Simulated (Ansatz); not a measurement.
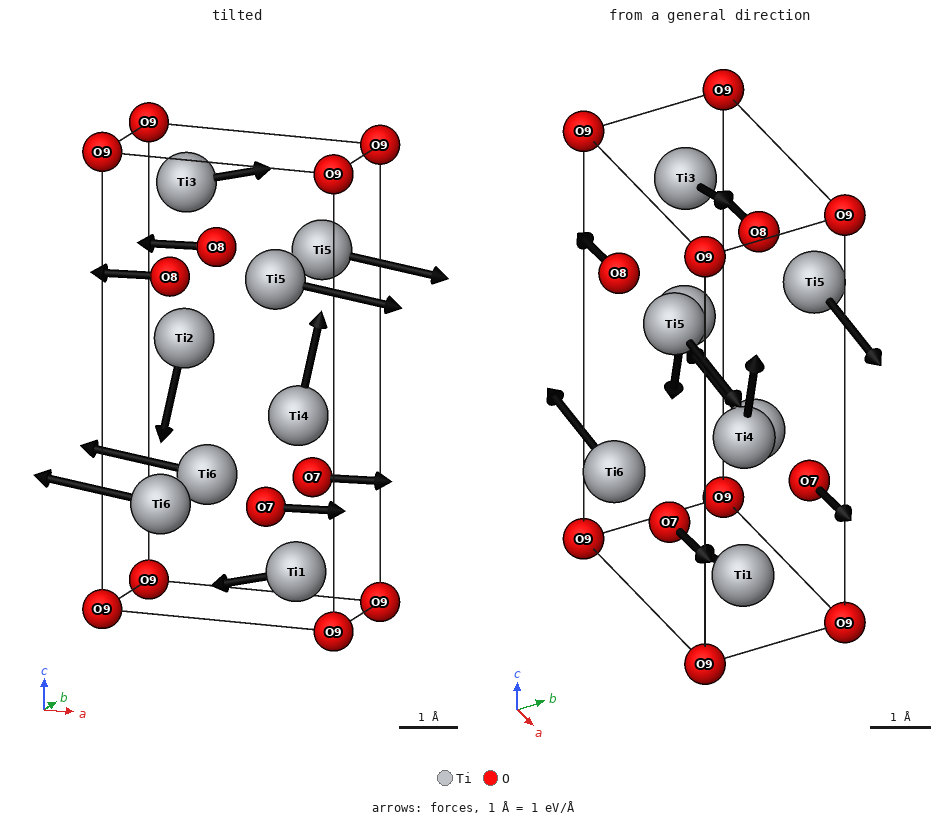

The image is a spheres-only drawing of a crystal, viewed slightly off an axis and from a general direction. The frame is the simulation cell; atoms at its boundary are shown with their periodic copies. The arrows are the computed forces on the atoms.

System: Ti$_{2}$O. All computed values are from DFT PBEsol, scalar-relativistic, plane waves, PAW (Ansatz). Settings: a 420 eV plane-wave basis, k-grid 10×14×6, Gaussian smearing of 0.15 eV, no spin polarisation.

Is the structure at a minimum of the energy?

Answer. No. The atoms still feel forces of up to about 1.9 eV/Å, far above a usual threshold of 0.01 to 0.03 eV/Å.

Identify the atom with the maximum force.

Answer. Ti5 and Ti6, about 1.9 eV/Å.

The cell started as a structure listed in the Materials Project. The cell was then strained or its atoms displaced on purpose. It went into a calculation with Ansatz.
